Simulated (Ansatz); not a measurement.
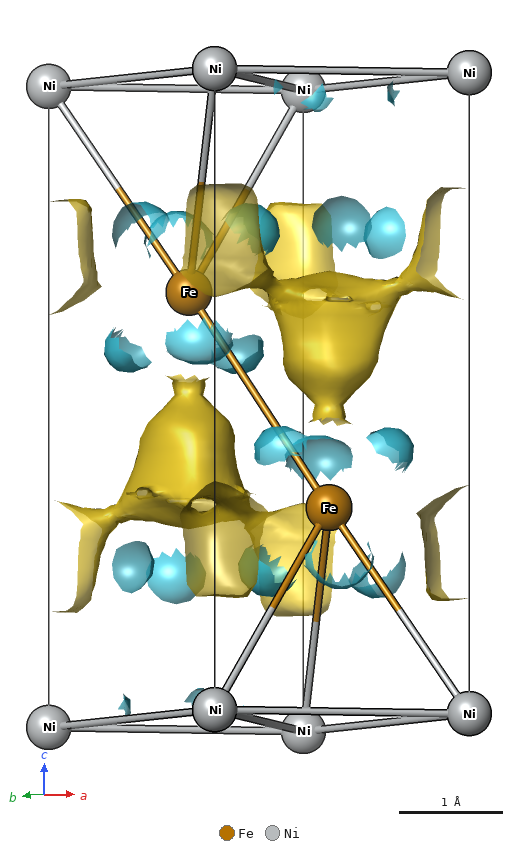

Figure. Fe₂Ni. Deformation density (self-consistent density less superposed neutral spherical atoms): yellow surfaces at +0.02 and cyan ones at −0.02 e/Å³, in the conventional cell seen at an oblique angle (the regions close to the nuclei are left out). Cores are masked to 0.9 Å (Fe) and 0.8 Å (Ni).

Space group P-3m1; the calculation finds a residual pressure of about −8 GPa at this fixed cell; spin-polarised. Net moment 5.8 μB in the 3-atom cell of the calculation; other magnetic orders weren't tried. The cell comes from a database of computed structures, not from a measurement.

Method: DFT PBEsol, scalar-relativistic, plane waves, PAW (Ansatz).

In a PAW calculation such maps are meaningful between the atoms, not at the nuclei.

```yaml
crystal:
  lattice:
    - [2.51769, 0.00000, 0.00000]
    - [-1.25884, 2.18038, 0.00000]
    - [0.00000, 0.00000, 6.26658]
  atoms:
    - { symbol: Fe, position: [0.33333, 0.66667, 0.67148] }
    - { symbol: Fe, position: [0.66667, 0.33333, 0.32852] }
    - { symbol: Ni, position: [0.00000, 0.00000, 0.00000] }
```

> Read the map: where is density gained and where lost?

Fe–Fe (2.52 Å): Δρ is +0.02 e/Å³ at the midpoint.
- Ni–Ni (2.52 Å): Δρ is +0.006 e/Å³ at the midpoint.
- Fe–Ni (2.52 Å): Δρ is +0.011 e/Å³ at the midpoint.
- Over the whole cell, outside the masked cores, the largest gain, 0.03 e/Å³, lies 1.4 Å from an iron nucleus, and the largest loss lies at the edge of the masked core of Fe.
- The rearranged charge, half the integral of |Δρ|, is about 0.09 e an atom.
- Bader charges: Fe +0.08 and Ni −0.16 e. Among metals such charges hang on how the charge between the atoms is shared out.

Cost of the run: 48 s on 2 threads of Arm Neoverse N1, on a shared host, peak memory 0.58 GiB.
